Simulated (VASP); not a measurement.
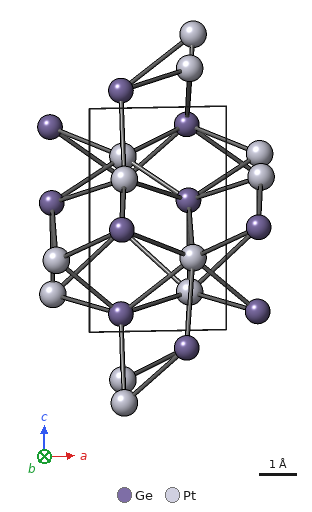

Starting structure of crystalline GePt (a generated structure, set up in P1). The picture is a ball-and-stick view of the cell of the calculation, reduced to other axes, seen along the b axis. Lengths and directions refer to the drawn axes.

The run lets cell and atoms move.

Level of theory: VASP, Kohn-Sham DFT of a periodic cell, PBE, VASP PAW PBE potentials, recommended.

Input
```
PREC = Normal ; ENCUT = 520
EDIFF = 1E-5 ; ISMEAR = 0
SIGMA = 0.15 ; LREAL = Auto
LASPH = True ; NELM = 80
ALGO = Fast ; ISIF = 3
LWAVE = False ; LCHARG = False
GGA = PE ; IBRION = 2
NSW = 110 ; EDIFFG = -0.03
ISYM = 0 ; KPAR = 4
```

Launched with:
```bash
cat potpaw_PBE.64/Ge_d/POTCAR potpaw_PBE.64/Pt/POTCAR > POTCAR
mpirun -np 4 vasp_std > vasp.out
```

The structure:
```
Ge Pt
1.0
     5.83521    0.03155   -0.05485
     0.02035    3.74987   -0.03628
    -0.05830   -0.05978    6.12908
Ge Pt
4 4
Direct
  0.68045 0.23669 0.54478
  0.79999 0.71086 0.07837
  0.32268 0.72383 0.41816
  0.17284 0.22972 0.92144
  0.97023 0.25486 0.31911
  0.50328 0.73210 0.82770
  0.02086 0.75757 0.67545
  0.52737 0.24419 0.21623
```

**Predict the outcome.**

Over 27 geometry steps the energy falls by 2.178 eV per cell of the calculation. The largest force component goes from 7.7 to 0.024 eV/Å. Pressure: 11.12 GPa at the start and 0.05 GPa at the end. A Ge atom moves most relative to the cell: 0.27 Å roughly along −c. By element the largest moves are Ge 0.27 Å, Pt 0.23 Å. The volume changes by +0.6 %, with a 3.750 → 3.747 Å (−0.1 %), b 5.836 → 5.827 Å (−0.1 %), c 6.130 → 6.180 Å (+0.8 %), α 88.9° → 90.0°, β 88.9° → 90.0°, γ 89.4° → 90.0°. Near-neighbour distances that change, for instance: Ge–Pt 2.188 → 2.677 Å, Pt–Pt 2.649 → 3.000 Å, Ge–Pt 2.207 → 2.509 Å, Ge–Pt 2.810 → 2.557 Å. Bond angles that change, for instance: Ge–Pt–Ge 167.7° → 156.9°, Pt–Ge–Pt 130.5° → 119.9°, Pt–Ge–Pt 59.3° → 69.7°. The space group stays P1 (No. 1). It ran on 4 threads of Intel(R) Xeon(R) Platinum 8488C (Sapphire Rapids), with other jobs on the host.

History of the run:

```
step  E − E(0), meV/atom  largest force component, eV/Å  pressure, GPa  volume, Å³/atom
   0                0.00                         7.6636          11.12           16.760
   1              -62.95                         0.7759         -15.48           19.706
   2             -205.25                         0.8324          -7.99           18.038
   3             -206.01                         0.8960          -7.74           17.981
   4             -206.25                         1.0857          -7.02           17.896
   5             -251.71                         0.7211           4.82           16.416
   6             -253.85                         0.6713           2.20           16.661
   7             -266.01                         0.3328           0.54           16.792
   8             -267.00                         0.3633           0.30           16.843
   9             -270.28                         0.1795          -0.81           16.933
  10             -270.80                         0.1280          -1.12           16.982
  11             -271.09                         0.1632           1.22           16.733
  12             -271.57                         0.1213          -0.01           16.841
  13             -271.56                         0.1111           0.28           16.826
  14             -271.57                         0.1180           0.07           16.832
  15             -271.57                         0.1138           0.34           16.829
  16             -271.95                         0.0648           0.32           16.829
  17             -272.03                         0.0597           0.32           16.830
  18             -272.07                         0.0755           0.34           16.830
  19             -272.08                         0.0686           0.31           16.830
  20             -272.08                         0.0698           0.32           16.830
  21             -272.11                         0.0190          -0.79           16.924
  22             -272.17                         0.0599          -0.39           16.885
  23             -272.17                         0.0598          -0.03           16.871
  24             -272.17                         0.0478          -0.38           16.878
  25             -272.17                         0.0582          -0.05           16.874
  26             -272.17                         0.0501          -0.02           16.876
  27             -272.23                         0.0236           0.05           16.866
```

After the run, drawn alike:

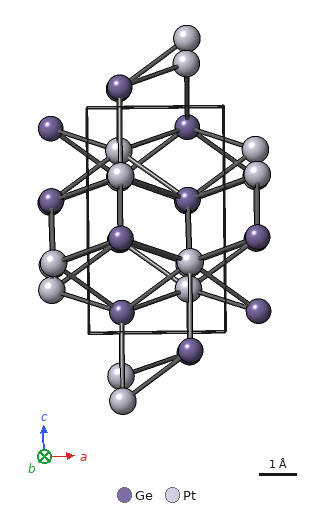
